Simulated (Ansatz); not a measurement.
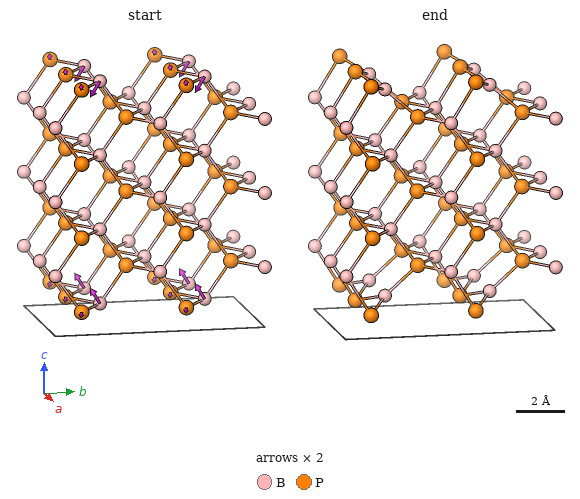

The structure of a slab of composition BP (cut from the F-43m phase) before (left) and after (right) a relaxation, at one scale. The purple arrows give the displacements, 2 times their true length.

The picture is a ball-and-stick view of the 2 × 2 repeat of the cell, outlined in the plane, without the vacuum, seen slightly off an axis.

Case: (1 1 0) slab, atoms relaxed. The slab is the (1 1 0) face of BP.

These are results of DFT PBE, scalar-relativistic, plane waves, PAW (Ansatz 0.2.0), not measurements. (plane-wave cutoff 420 eV; k-point mesh 8 × 6 × 1; occupations gaussian; smearing width 0.05 eV; no spin polarisation; dipole correction; atoms relaxed in a fixed cell; force threshold 0.02 eV/Å; at most 60 steps)

**What changed between the two?**

Over 4 accepted moves (5 points after the start) the energy falls by 1.557 eV per cell of the calculation. The largest force component goes from 2.4 to 0.011 eV/Å. 1 step only repeated the SCF at the same geometry. The largest moves relative to the layer's centre, 0.41 Å, are those of B atoms. Largest moves by element: B 0.41 Å, P 0.14 Å. The cell stays as it was. Among the contacts that change: B–P 1.969 → 1.897 Å, B–P 1.969 → 2.040 Å, B–P 1.969 → 1.925 Å, B–P 1.969 → 1.998 Å. Among the angles between lasting bonds that change: B–P–B 109.5° → 92.5°, B–P–B 109.5° → 95.6°, P–B–P 109.5° → 122.2°.
